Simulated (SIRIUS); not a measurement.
```yaml
crystal:
  lattice:
    - [4.35800, 0.00000, 0.00000]
    - [0.00000, 0.00000, -4.35800]
    - [0.00000, 4.35800, 0.00000]
  atoms:
    - { symbol: Si, position: [0.50000, 0.50000, 0.00000] }
    - { symbol: Si, position: [0.00000, 0.50000, 0.50000] }
    - { symbol: Si, position: [0.00000, 0.00000, 0.00000] }
    - { symbol: Si, position: [0.50000, 0.00000, 0.50000] }
    - { symbol: C, position: [0.75000, 0.75000, 0.25000] }
    - { symbol: C, position: [0.25000, 0.75000, 0.75000] }
    - { symbol: C, position: [0.25000, 0.25000, 0.25000] }
    - { symbol: C, position: [0.75000, 0.25000, 0.75000] }
```

Space group F-43m.

These are results of SIRIUS 7.12.0, Kohn-Sham DFT of a periodic cell, PBEsol, all-electron FP-LAPW, not measurements.

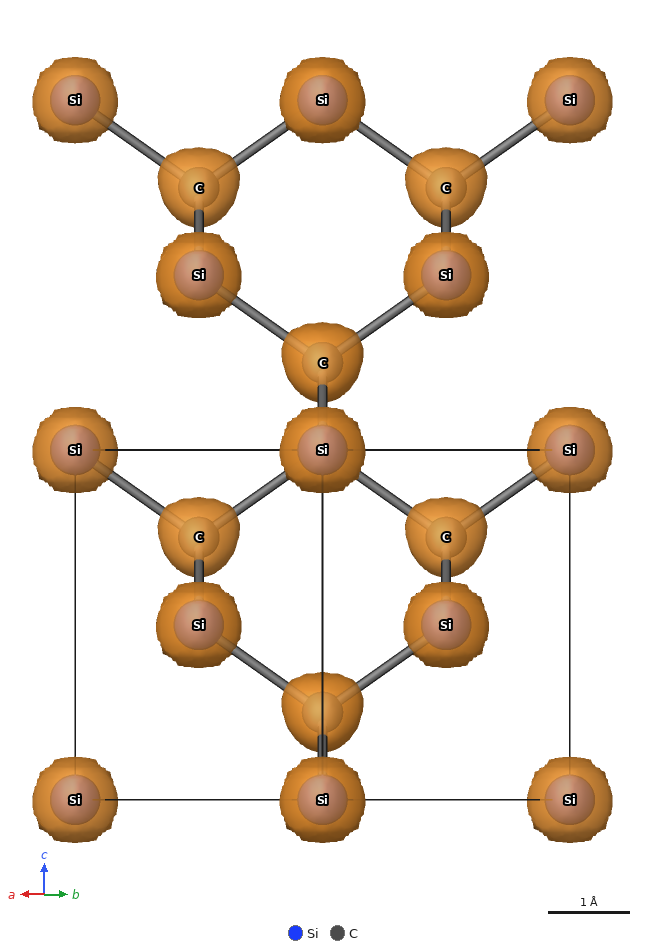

SiC. Isosurface of the electron density at 1.5 e/Å³ (orange), seen along [110]. Sticks mark near contacts.

How is the density connected at this value?

At this value the density breaks into separate islands. It bridges none of the near contacts. It is pinched off along the sampled Si–C (1.89 Å) contacts. On the grid the lowest density along these lines, outside the cores, is 0.78 e/Å³ (Si–C, 1.89 Å).

Metal or insulator at this level of theory?

It is gapped, with a Kohn–Sham gap of 1.2 eV on the k-point mesh, an upper bound to the gap of this method.
